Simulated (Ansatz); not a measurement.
# Ni12Si5: density-of-states calculation (part 2 of 2)

Ni12Si5 (17 atoms in the cell); DFT r2SCAN, scalar-relativistic, plane waves, PAW, no spin polarisation (Ansatz 0.2.0); cutoff 500 eV, 5×6×6 k-mesh, Gaussian smearing of 0.1 eV. The structure was built on a prototype by a generator; it need not be a known phase. It belongs to a series of runs on one base structure; here: 1 of 6 Si atoms taken out at random, relaxed.

Geometry of the input (Å; fractional positions):
```
1.8946  -3.2813  4.8756
1.8946  3.2817  4.8759
-3.7891  0.0002  4.8757
Si 0.9078  0.5741  0.2414
Si 0.5910  0.2572  0.9246
Si 0.1027  0.4157  0.7297
Si 0.3961  0.7689  0.0830
Si 0.7493  0.0624  0.4363
Ni 0.9690  0.9732  0.0601
Ni 0.3070  0.3927  0.3027
Ni 0.7265  0.6353  0.6406
Ni 0.5298  0.4387  0.5254
Ni 0.7723  0.8581  0.8634
Ni 0.1919  0.1960  0.1059
Ni 0.7494  0.4157  0.0830
Ni 0.1340  0.8003  0.4676
Ni 0.3647  0.0310  0.6984
Ni 0.2494  0.6298  0.8688
Ni 0.5352  0.9156  0.2972
Ni 0.9635  0.2015  0.5830
```

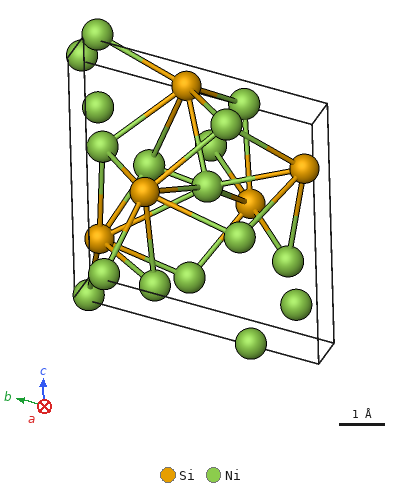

The input geometry (ball-and-stick view of the reduced cell, seen at an oblique angle). An atom can appear more than once, as a periodic image.

### Output, continued
```
  k-point 0: bands = ["-89.8311", "-89.6150", "-89.6122", "-89.6104", "-89.6060", "-89.6048", "-89.6024", "-89.5065", "-89.5062", "-89.4481", "-89.4463", "-89.4456", "-48.8235", "-48.7586", "-48.7583", "-48.6319", "-48.6157", "-48.6141", "-48.6072", "-48.6061", "-48.6020", "-48.5992", "-48.5976", "-48.5967", "-48.5503", "-48.5493", "-48.5341", "-48.5337", "-48.5222", "-48.5191", "-48.5190", "-48.4627", "-48.4596", "-48.4546", "-48.4531", "-48.4503", "-48.4496", "-48.4468", "-48.4351", "-48.4347", "-48.3544", "-48.3515", "-48.3506", "-48.3285", "-48.3140", "-48.3131", "-48.2601", "-48.2497", "4.3157", "8.0309", "8.0311", "8.0948", "8.5841", "10.5098", "10.5815", "10.5820", "10.8442", "11.2606", "11.2609", "11.2663", "12.2031", "12.2034", "12.5827", "12.5830", "13.2300", "13.3590", "13.4979", "13.4982", "13.7117", "13.7275", "13.7281", "13.8982", "13.8985", "13.9739", "13.9743", "14.2833", "14.2838", "14.3033", "14.3036", "14.4054", "14.4637", "14.5923", "14.5929", "14.6475", "14.7270", "14.8457", "14.8462", "15.0214", "15.1624", "15.3907", "15.3912", "15.5986", "15.5989", "15.6415", "15.7021", "15.7022", "15.8458", "15.8461", "15.8581", "15.9990", "15.9992", "16.0146", "16.0153", "16.0159", "16.1255", "16.1256", "16.1259", "16.1761", "16.2970", "16.2972", "16.3484", "16.3490", "16.4424", "16.8023", "16.8530", "16.8533", "16.9674", "16.9681", "17.4299", "17.5200", "17.5838", "17.5848", "17.7963", "20.6796", "20.6805", "20.9861"]
  k-point 1: bands = ["-89.8311", "-89.6149", "-89.6125", "-89.6100", "-89.6065", "-89.6044", "-89.6025", "-89.5066", "-89.5061", "-89.4481", "-89.4463", "-89.4457", "-48.8235", "-48.7587", "-48.7582", "-48.6317", "-48.6173", "-48.6148", "-48.6111", "-48.6031", "-48.6010", "-48.5988", "-48.5966", "-48.5941", "-48.5579", "-48.5434", "-48.5340", "-48.5323", "-48.5227", "-48.5203", "-48.5189", "-48.4620", "-48.4598", "-48.4561", "-48.4537", "-48.4523", "-48.4505", "-48.4418", "-48.4350", "-48.4343", "-48.3544", "-48.3514", "-48.3506", "-48.3296", "-48.3139", "-48.3130", "-48.2600", "-48.2496", "4.4616", "7.4571", "7.9565", "8.2371", "8.5612", "10.2093", "10.5038", "10.7969", "10.8921", "11.0263", "11.5847", "11.7363", "12.2001", "12.4378", "12.5738", "12.7223", "13.1316", "13.3137", "13.4702", "13.5850", "13.6149", "13.6856", "13.8362", "13.8838", "13.9105", "13.9627", "14.0542", "14.1873", "14.2469", "14.3002", "14.3302", "14.3582", "14.4751", "14.5464", "14.6532", "14.7615", "14.8027", "14.8431", "14.9023", "15.0679", "15.1170", "15.3068", "15.3722", "15.5152", "15.5390", "15.6220", "15.6604", "15.6907", "15.7948", "15.8068", "15.8785", "15.9776", "15.9962", "16.0121", "16.0229", "16.0394", "16.0727", "16.1051", "16.1470", "16.2103", "16.2380", "16.3383", "16.3785", "16.4727", "16.5579", "16.7096", "16.8647", "16.8703", "16.9766", "17.0511", "17.3279", "17.5149", "17.8299", "17.9280", "18.1439", "19.5853", "19.6657", "20.7891"]
  k-point 2: bands = ["-89.8311", "-89.6145", "-89.6130", "-89.6093", "-89.6073", "-89.6040", "-89.6026", "-89.5066", "-89.5061", "-89.4480", "-89.4462", "-89.4458", "-48.8234", "-48.7588", "-48.7581", "-48.6306", "-48.6212", "-48.6178", "-48.6101", "-48.6045", "-48.6015", "-48.5960", "-48.5944", "-48.5869", "-48.5671", "-48.5389", "-48.5340", "-48.5287", "-48.5261", "-48.5217", "-48.5189", "-48.4620", "-48.4600", "-48.4572", "-48.4545", "-48.4532", "-48.4510", "-48.4383", "-48.4349", "-48.4328", "-48.3544", "-48.3512", "-48.3504", "-48.3320", "-48.3137", "-48.3129", "-48.2600", "-48.2494", "4.8844", "6.5473", "7.8836", "8.1645", "8.5750", "9.9638", "10.2838", "10.9024", "10.9637", "11.1990", "11.9198", "12.2491", "12.4388", "12.5938", "12.6922", "12.7789", "13.1458", "13.3445", "13.3575", "13.4775", "13.6289", "13.7402", "13.8687", "13.9092", "13.9257", "13.9713", "14.0332", "14.1385", "14.1787", "14.3241", "14.3804", "14.4189", "14.4578", "14.5712", "14.6038", "14.7924", "14.8320", "14.8403", "15.0421", "15.0900", "15.1472", "15.1690", "15.3436", "15.4565", "15.4895", "15.5840", "15.6713", "15.6787", "15.7392", "15.7879", "15.8442", "15.9365", "15.9492", "15.9771", "16.0134", "16.0228", "16.0971", "16.1361", "16.1799", "16.2455", "16.3111", "16.3521", "16.3958", "16.4803", "16.5562", "16.7159", "16.8613", "16.9216", "17.0253", "17.1752", "17.5167", "17.7985", "18.0002", "18.3088", "18.6033", "18.6864", "19.3876", "20.1993"]
  k-point 91: bands = ["-89.8311", "-89.6145", "-89.6124", "-89.6105", "-89.6062", "-89.6048", "-89.6023", "-89.5067", "-89.5061", "-89.4480", "-89.4461", "-89.4459", "-48.8234", "-48.7587", "-48.7584", "-48.6342", "-48.6184", "-48.6116", "-48.6083", "-48.6060", "-48.6027", "-48.5997", "-48.5953", "-48.5921", "-48.5539", "-48.5461", "-48.5360", "-48.5298", "-48.5270", "-48.5218", "-48.5157", "-48.4628", "-48.4577", "-48.4571", "-48.4560", "-48.4531", "-48.4512", "-48.4389", "-48.4346", "-48.4320", "-48.3540", "-48.3515", "-48.3499", "-48.3333", "-48.3142", "-48.3123", "-48.2599", "-48.2493", "5.5242", "5.9769", "7.5144", "7.8193", "8.4296", "9.9094", "10.6365", "10.6601", "11.5009", "11.6771", "11.8742", "11.9452", "12.4847", "12.6509", "12.8512", "12.9762", "13.1925", "13.2220", "13.3206", "13.5847", "13.6377", "13.6889", "13.8002", "13.8670", "13.9632", "14.0451", "14.1142", "14.1324", "14.2745", "14.3065", "14.4149", "14.4821", "14.4955", "14.5441", "14.6135", "14.7360", "14.8466", "14.9077", "15.0251", "15.0730", "15.1430", "15.2800", "15.3375", "15.4408", "15.4825", "15.5709", "15.5834", "15.6347", "15.7240", "15.7562", "15.8090", "15.8450", "15.8998", "15.9411", "15.9632", "16.0264", "16.0426", "16.0842", "16.1480", "16.2709", "16.3127", "16.3905", "16.5055", "16.5809", "16.6605", "16.7839", "16.8265", "16.8829", "17.0940", "17.1672", "17.4057", "17.6248", "18.2053", "18.5441", "18.8764", "19.3304", "19.8575", "20.2177"]
--- Löwdin populations: 17 sites ---
  site symbol       q [e]
     0     Si      4.3880
     1     Si      4.3880
     2     Si      4.4421
     3     Si      4.4421
     4     Si      4.4418
     5     Ni     17.5849
     6     Ni     17.5850
     7     Ni     17.5850
     8     Ni     17.5849
     9     Ni     17.5850
    10     Ni     17.5851
    11     Ni     17.6000
    12     Ni     17.6401
    13     Ni     17.6402
    14     Ni     17.6248
    15     Ni     17.6251
    16     Ni     17.6251
  spilling = 0.011155 (of n_electrons = 236.000000)
```

### File populations.tsv
```
# site	symbol	l	j	q
# orbitals = lowdin
# n_electrons = 236.000000
# spilling = 0.011155
0	Si	0_3S	-	1.363518
0	Si	1_3P	-	3.024481
1	Si	0_3S	-	1.363517
1	Si	1_3P	-	3.024452
2	Si	0_3S	-	1.358908
2	Si	1_3P	-	3.083210
3	Si	0_3S	-	1.358863
3	Si	1_3P	-	3.083265
4	Si	0_3S	-	1.358950
4	Si	1_3P	-	3.082855
5	Ni	0_3S	-	1.990410
5	Ni	0_4S	-	0.650473
5	Ni	1_3P	-	5.995489
5	Ni	2_3D	-	8.948504
6	Ni	0_3S	-	1.990413
6	Ni	0_4S	-	0.650223
6	Ni	1_3P	-	5.995487
6	Ni	2_3D	-	8.948905
7	Ni	0_3S	-	1.990415
7	Ni	0_4S	-	0.650372
7	Ni	1_3P	-	5.995491
7	Ni	2_3D	-	8.948692
8	Ni	0_3S	-	1.990412
8	Ni	0_4S	-	0.650528
8	Ni	1_3P	-	5.995490
8	Ni	2_3D	-	8.948483
9	Ni	0_3S	-	1.990412
9	Ni	0_4S	-	0.650348
9	Ni	1_3P	-	5.995489
9	Ni	2_3D	-	8.948734
10	Ni	0_3S	-	1.990412
10	Ni	0_4S	-	0.650267
10	Ni	1_3P	-	5.995486
10	Ni	2_3D	-	8.948910
11	Ni	0_3S	-	1.987181
11	Ni	0_4S	-	0.640747
11	Ni	1_3P	-	5.993516
11	Ni	2_3D	-	8.978585
12	Ni	0_3S	-	1.989307
12	Ni	0_4S	-	0.696424
12	Ni	1_3P	-	5.994245
12	Ni	2_3D	-	8.960165
13	Ni	0_3S	-	1.989305
13	Ni	0_4S	-	0.696473
13	Ni	1_3P	-	5.994243
13	Ni	2_3D	-	8.960196
14	Ni	0_3S	-	1.991541
14	Ni	0_4S	-	0.698575
14	Ni	1_3P	-	5.995756
14	Ni	2_3D	-	8.938961
15	Ni	0_3S	-	1.991540
15	Ni	0_4S	-	0.698630
15	Ni	1_3P	-	5.995754
15	Ni	2_3D	-	8.939204
16	Ni	0_3S	-	1.991540
16	Ni	0_4S	-	0.698598
16	Ni	1_3P	-	5.995754
16	Ni	2_3D	-	8.939207
```

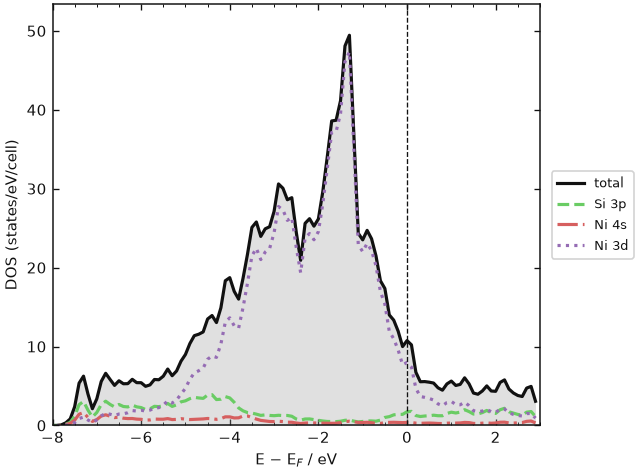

Density of states (projected on Löwdin-orthogonalised atomic shells), with energies from the Fermi level. There are states at the Fermi level: a metal at this level of theory.

### Results in brief

```csv
quantity,value
outcome,converged
space group (tolerance 0.01 Å),R32 (155)
electrons treated,236
free energy,−73346.6422 eV
Fermi energy,17.359 eV
gap on the k-point mesh,none (metallic)
pressure,0.04 GPa
largest force (length of the vector),0.067 eV/Å
wall time,5 min (CPU time 19 min)
peak memory,2.6 GiB
```

The run has no spin polarisation, so a magnetic state may lie lower.
